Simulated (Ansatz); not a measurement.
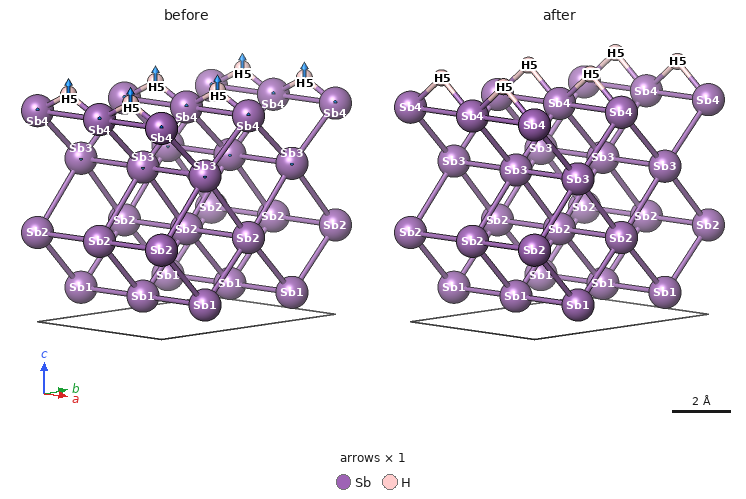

The structure of a slab of composition Sb₄H (cut from the Pm-3m phase) before (left) and after (right) a constrained relaxation, at one scale. The blue arrows give the displacements, at their true length.

A ball-and-stick model of the 2 × 2 repeat of the cell, outlined in the plane, without the vacuum, seen from a free direction.

Case: H put at a bridge Sb-Sb site. The slab is the (1 1 0) face of Sb with H on it. 2 atoms are held fixed.

These are results of Ansatz, DFT PBEsol, scalar-relativistic, plane waves, PAW, not measurements.

Input
```yaml
crystal:
  lattice:
    - [3.0617437794, 0.0, 0.0]
    - [0.0, 4.3299595773, 0.0]
    - [0.0, 0.0, 25.494939366]
  atoms:
    - { symbol: Sb, position: [0.0, 0.5, 0.3333994986] }
    - { symbol: Sb, position: [0.0, 0.0, 0.4183175192] }
    - { symbol: Sb, position: [0.0, 0.5, 0.5127236439] }
    - { symbol: Sb, position: [0.0, 0.0, 0.5876401211] }
    - { symbol: H, position: [0.5, 0.0, 0.6166654892] }
basis:
  ecutwfc: 420
kpoints:
  mp_grid: { grid: [9, 7, 1] }
hamiltonian:
  xc: pbesol
scf:
  occupations: { method: gaussian, width: 0.1 }
output:
  forces: true
  eigenvalues: true
relax:
  adjacent_minimum: "off"
  f_tol: 0.03
  max_steps: 70
  constraints: [{ sites: [0, 1] }]
efield:
  axis: 3
  dipole_correction: true
```

> Describe what moved and what it gained.

The atom that moves furthest is H5 (0.58 Å along the normal (+c)). Largest moves by element: H 0.58 Å, Sb 0.12 Å. The cell stays as it was. Among the contacts that change: Sb4–H5 1.700 → 1.944 Å, Sb3–Sb4 2.887 → 3.041 Å, Sb2–Sb3 3.237 → 3.162 Å. Among the angles between lasting bonds that change: H5–Sb4–H5 128.4° → 103.9°, Sb4–H5–Sb4 128.4° → 103.9°, Sb4–Sb4–H5 154.2° → 142.0°. The energy falls by 0.557 eV per cell of the calculation in 3 accepted moves (4 points after the start). Largest force component: 2.1 eV/Å at the start, 0.015 eV/Å at the end. 1 step only repeated the SCF at the same geometry. The run took of the order of 110 core-seconds on a shared host.

Limits of the set-up: the periodic images lie only 3.1 Å apart, so the values are limited by the cell's size.
